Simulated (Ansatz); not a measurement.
**CoSi: density, localisation and related maps**

The calculation's input:

```
crystal:
  lattice:
    - [2.6888170659, 0.0, 0.0]
    - [0.0, 2.6888170659, 0.0]
    - [0.0, 0.0, 2.97602738]
  atoms:
    - { symbol: Co, position: [0.0, 0.0, 0.0], spin: 0.4 }
    - { symbol: Si, position: [0.5, 0.5, 0.5] }
magnetization:
  spin_polarized: true
kpoints:
  mp_grid: { grid: [13, 13, 12] }
scf:
  occupations: { method: fermi_dirac, width: 0.1 }
  lower_state_search: "off"
hamiltonian:
  xc: pbe
  pseudopotentials: { kind: paw }
output:
  eigenvalues: false
  eigenstates:
    nscf_kmesh: { grid: [19, 19, 17] }
    top_band: c21
    magnetocrystalline_anisotropy:
      directions: [[0.0, 0.0, 1.0], [1.0, 0.0, 0.0], [0.70710678, 0.70710678, 0.0]]
  write_density: true
  write_potential: true
  elf: true
  volumetric_format: npy
```

Launched as:

```sh
ansatz run input.yaml --threads 2 --pin off --max-ram 4096MiB --backend cpu --events-out ev --progress --plain --runs-dir out
```

Below, planes, directions and counts refer to the conventional cell (a = 2.69 Å, b = 2.69 Å, c = 2.98 Å, α = 90.00°, β = 90.00°, γ = 90.00°).

Space group P4/mmm; a structure from a database of computed crystals, not necessarily the ambient phase; spin-polarised.

Computed with Ansatz, DFT, PBE, PAW with Ansatz's default frozen-core files, scalar-relativistic.

In a PAW calculation such maps are meaningful between the atoms, not at the nuclei.

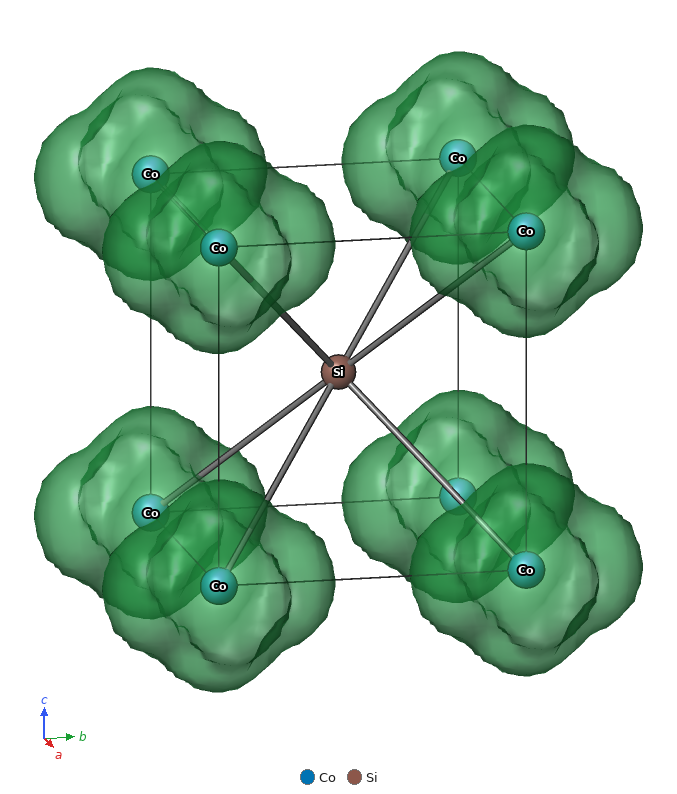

Figure 1. Isosurface of the magnetisation density (up minus down) at +0.02 e/Å³ (green), seen slightly off an axis. Sticks mark near contacts.

**Where is the spin, and how is it ordered?**

The spin density sits on Co: +0.4 μB in one cell of 2 atoms: parallel main moments, as they must be, since the calculation's own cell holds one magnetic site. The cell of the calculation (2 atoms) carries 0.4 μB of net spin moment.

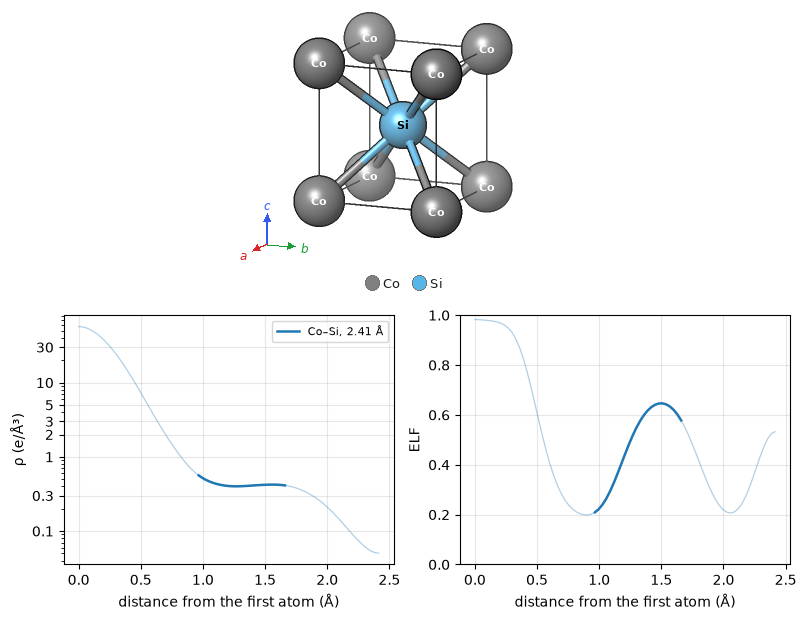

Figure 2. Valence electron density and electron localisation function along straight lines between neighbouring atoms. Thin, pale parts lie inside the atomic spheres. The structure is drawn too.

**What can be read from the curves?**

Co–Si (2.41 Å): the density is about 0.4 e/Å³ at the midpoint; the ELF peaks at about 0.65 in the valence shell of Si, 0.9 Å from its nucleus, and is about 0.45 at the midpoint.

**Does the calculation make it a metal, or give it a gap?**

It is gapless in this calculation (a metal or semimetal).
